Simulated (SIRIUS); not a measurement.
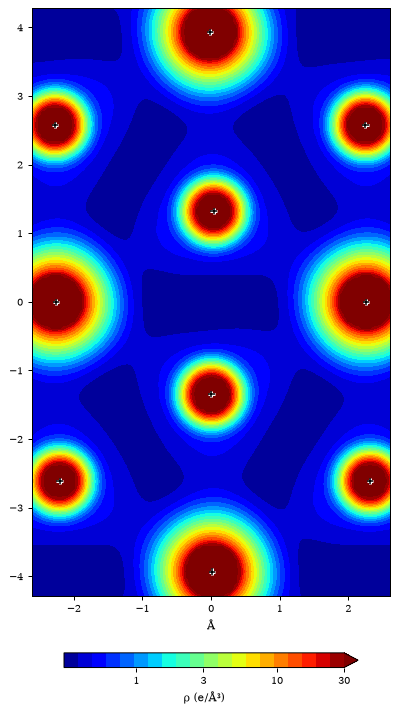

The total electron density on a plane through atoms (crosses mark nuclei in the plane).

Method: SIRIUS, Kohn-Sham DFT of a periodic cell, PBEsol, all-electron FP-LAPW.

Candidates:
A. Ir, a = 3.83 Å, b = 3.83 Å, c = 3.83 Å, α = 90.00°, β = 90.00°, γ = 90.00°. Space group Fm-3m.
B. MoS2, a = 3.18 Å, b = 3.18 Å, c = 17.33 Å, α = 90.00°, β = 90.00°, γ = 120.00°. Space group P-6m2; a structure from a database of computed crystals, not necessarily the ambient phase.
C. Si2W, a = 3.21 Å, b = 3.21 Å, c = 4.53 Å, α = 110.79°, β = 110.79°, γ = 90.00°. Space group P1; not relaxed (largest force 0.9 eV/Å).

**Which candidate gave the map?**

Candidate C: Si2W on the (11̄0) plane of the conventional cell, which holds W and Si. Si–Si (2.55 Å): ρ at the midpoint is about 0.34 e/Å³. Si–W (2.58 Å): the density is about 0.45 e/Å³ at the midpoint.
